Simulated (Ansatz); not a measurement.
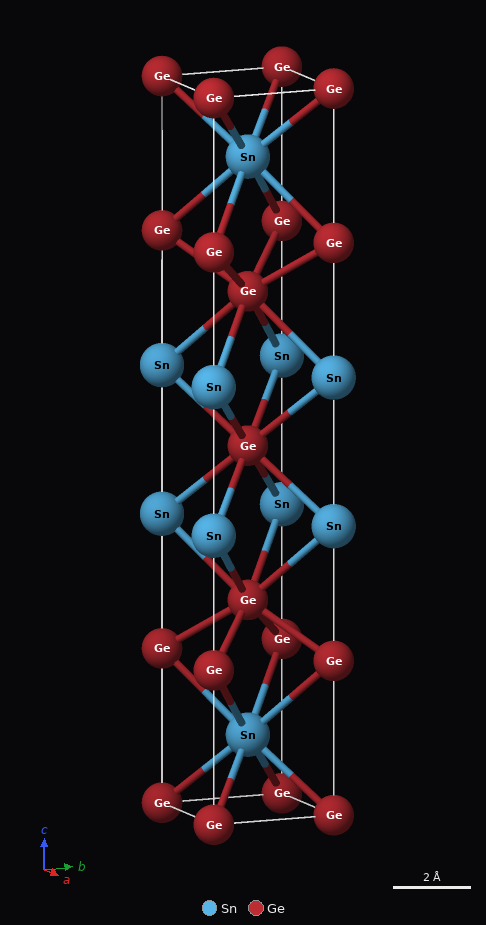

This ball-and-stick model is shown slightly off an axis. Atoms at the boundary of the conventional unit cell (the box) are drawn once for each face, edge or corner they touch. Cell: a = 3.42 Å, b = 3.42 Å, c = 19.36 Å, α = 90.00°, β = 90.00°, γ = 90.00°.

Source of the structure: a structure type filled with these elements by a generator (whether the compound takes this form wasn't checked). Earlier steps of the study may have refined or changed the cell and positions. It went into a calculation with Ansatz.

Describe the crystal.

Answer. Chemical formula Sn2Ge3. The atoms follow space group I4/mmm (No. 139); the Bravais lattice is body-centred tetragonal. The cell holds 10 atoms (4 Sn, 6 Ge), Z = 2. Counting contacts within bonding distance, the coordination numbers are Sn 8 and Ge 8.

All computed values are from DFT PBE, scalar-relativistic, plane waves, PAW in Ansatz. Settings: plane waves up to 420 eV, k-points about 0.16 Å⁻¹ apart, Gaussian smearing of 0.1 eV, no spin polarisation.

Predict the gap.

Answer. A metal: bands cross the Fermi level.

Give the Bader charge of each element.

Answer. Sn +0.20 e; Ge -0.20 to -0.10 e.

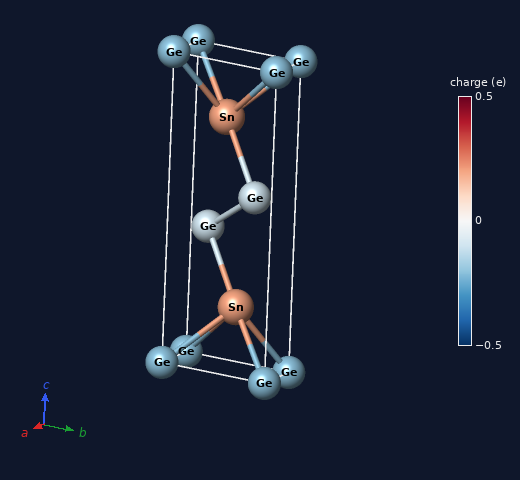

The atoms coloured by those charges. The run's cell of 5 atoms is drawn in a reduced setting, so axes and origin can differ from the first picture.

Has the structure come to rest?

Answer. Yes. All forces vanish to within 0.01 eV/Å. The pressure is 0.0 GPa, close to zero.
